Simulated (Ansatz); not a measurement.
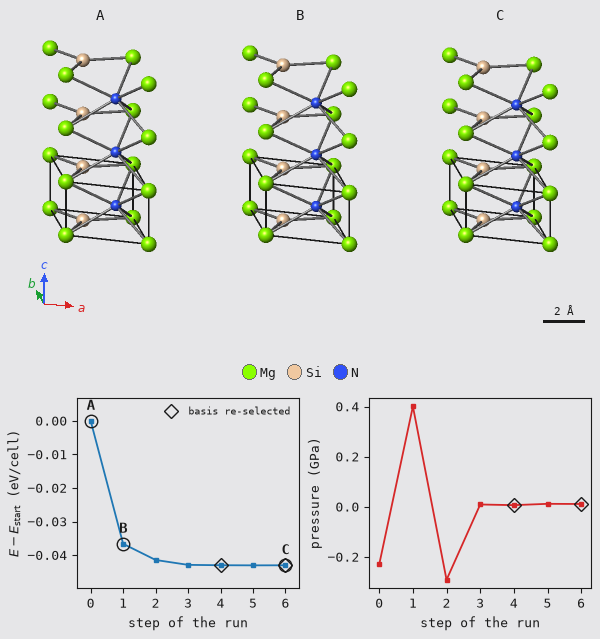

Frames of a relaxation of crystalline MgSiN (a generated structure, set up in P-6m2), marked on the history of the run. Style: ball-and-stick. Shown: the cell of the calculation, repeated 1 × 1 × 3 with one cell outlined, from a free direction.

Method: Ansatz, DFT PBE, scalar-relativistic, plane waves, PAW.

The input:
```yaml
crystal:
  lattice:
    - [4.3112390639, 0.0, 0.0]
    - [-2.155619532, 3.7336425512, 0.0]
    - [0.0, 0.0, 2.7524441916]
  atoms:
    - { symbol: Mg, position: [0.0, 0.0, 0.0] }
    - { symbol: Si, position: [0.3333333333, 0.6666666667, 0.0] }
    - { symbol: "N", position: [0.6666666667, 0.3333333333, 0.5] }
basis:
  ecutwfc: 420
kpoints:
  mp_grid: { grid: [12, 12, 16] }
hamiltonian:
  xc: pbe
scf:
  occupations: { method: gaussian, width: 0.1 }
output:
  forces: true
  stress: true
  eigenvalues: true
  write_density: true
  write_potential: true
  elf: true
  volumetric_format: npy
relax:
  adjacent_minimum: "off"
  f_tol: 0.01
  max_steps: 80
  cell: { stress_tol: 0.05 }
```

Command:
```bash
ansatz run input.yaml --threads 1 --pin off --max-ram 2560MiB --backend cpu --events-out ev --progress --plain --runs-dir out
```

Q: Describe the path.

A: Over 4 accepted moves (6 points after the start) the energy falls by 43.0 meV per cell of the calculation. All forces vanish by symmetry, so only the cell relaxes. Pressure: −0.23 GPa at the start and 0.01 GPa at the end. The SCF was repeated twice at an unchanged geometry on a basis and grid sized afresh for the cell, which shifted the energy by 0.1 meV per cell of the calculation at most. No atom moves by more than 0.005 Å relative to the cell. The drawn cell changes as follows: a = b 4.311 → 4.381 Å (+1.6 %), c 2.752 → 2.624 Å (−4.7 %); the volume changes by −1.6 %. Near-neighbour distances that change, for instance: Mg1–Mg1 2.752 → 2.624 Å, Mg1–Si2 2.489 → 2.529 Å, Mg1–N3 2.844 → 2.849 Å. The space group stays P-6m2 (No. 187). The run took 58 s on 1 thread of Intel(R) Xeon(R) 6975P-C (Granite Rapids), on a shared host, peak memory 0.45 GiB. From step 0 to 1: volume −1.7 %, energy −36.6 meV per cell of the calculation. From step 1 to 6: energy −6.4 meV per cell of the calculation.
